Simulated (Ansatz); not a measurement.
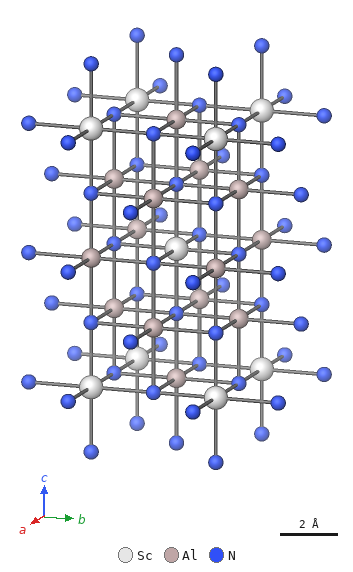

This is the input geometry for a relaxation of crystalline ScAl₃N₄ (a generated structure, set up in I4/mmm) (coarse preliminary run). Style: ball-and-stick. Shown: the conventional cell (2 times the calculation's cell), slightly off an axis. Lengths and directions refer to the drawn axes.

All numbers below come from DFT PBE, scalar-relativistic, plane waves, PAW (Ansatz).

Input
```yaml
crystal:
  lattice:
    - [-2.36966877, 2.36966877, 4.73933754]
    - [2.36966877, -2.36966877, 4.73933754]
    - [2.36966877, 2.36966877, -4.73933754]
  atoms:
    - { symbol: Sc, position: [0.0, 0.0, 0.0] }
    - { symbol: Al, position: [0.5, 0.5, 0.0] }
    - { symbol: Al, position: [0.75, 0.25, 0.5] }
    - { symbol: Al, position: [0.25, 0.75, 0.5] }
    - { symbol: "N", position: [0.75, 0.75, 0.0] }
    - { symbol: "N", position: [0.25, 0.25, 0.0] }
    - { symbol: "N", position: [0.5, 0.0, 0.5] }
    - { symbol: "N", position: [0.0, 0.5, 0.5] }
basis:
  ecutwfc: 420
kpoints:
  mp_grid: { grid: [6, 6, 6] }
hamiltonian:
  xc: pbe
scf:
  occupations: { method: gaussian, width: 0.1 }
  lower_state_search: "off"
output:
  forces: true
  stress: true
  eigenvalues: true
relax:
  adjacent_minimum: "off"
  f_tol: 0.04
  max_steps: 70
  cell: { stress_tol: 0.4 }
```

Run as
```bash
ansatz run input.yaml --threads 1 --pin off --max-ram 2560MiB --backend cpu --events-out ev --progress --plain --runs-dir out
```

**What does the optimiser find from here?**

The largest moves relative to the cell, 0.10 Å, are those of N5 and N6. N6 goes along +c. Al and Sc stay in place. Cell: a = b 4.739 → 4.254 Å (−10.3 %), c 9.479 → 8.258 Å (−12.9 %). Volume −29.8 %. Some distances before and after: Al2–N5 2.370 → 1.962 Å, Al3–N7 2.370 → 2.065 Å, Al2–N7 2.370 → 2.127 Å, Sc1–N7 2.370 → 2.127 Å. Bond angles that change, for instance: Al3–N6–Al3 180.0° → 174.5°, N5–Al4–N5 180.0° → 174.5°, Sc1–N6–Al3 90.0° → 87.2°. The space group stays I4/mmm (No. 139). After 5 accepted moves (7 points after the start) the energy has fallen by 5.375 eV per cell of the calculation. Largest force component: 0.78 eV/Å at the start, 0.00096 eV/Å at the end. Pressure: −38.25 GPa at the start and −0.01 GPa at the end. The SCF was repeated twice at an unchanged geometry on a basis and grid sized afresh for the cell, which shifted the energy by 18.9 meV per cell of the calculation at most. Cost: 23 s on 1 thread of Intel(R) Xeon(R) 6975P-C (Granite Rapids), with other jobs on the host, peak memory 0.49 GiB.

Final geometry:

```xyz
8
Lattice="-2.1268 2.1268 4.1291 2.1268 -2.1268 4.1291 2.1268 2.1268 -4.1291" Properties=species:S:1:pos:R:3 pbc="T T T"
Sc    2.1268    2.1268    4.1291
Al    2.1268    2.1268    0.0000
Al    0.0000    2.1268    2.0645
Al    2.1268    0.0000    2.0645
N     2.1268    2.1268    1.9617
N     2.1268    2.1268   -1.9617
N     2.1268    0.0000    4.1291
N     0.0000    2.1268    4.1291
```

After the run, drawn alike:

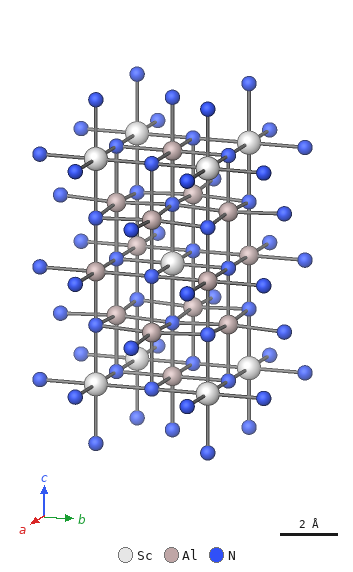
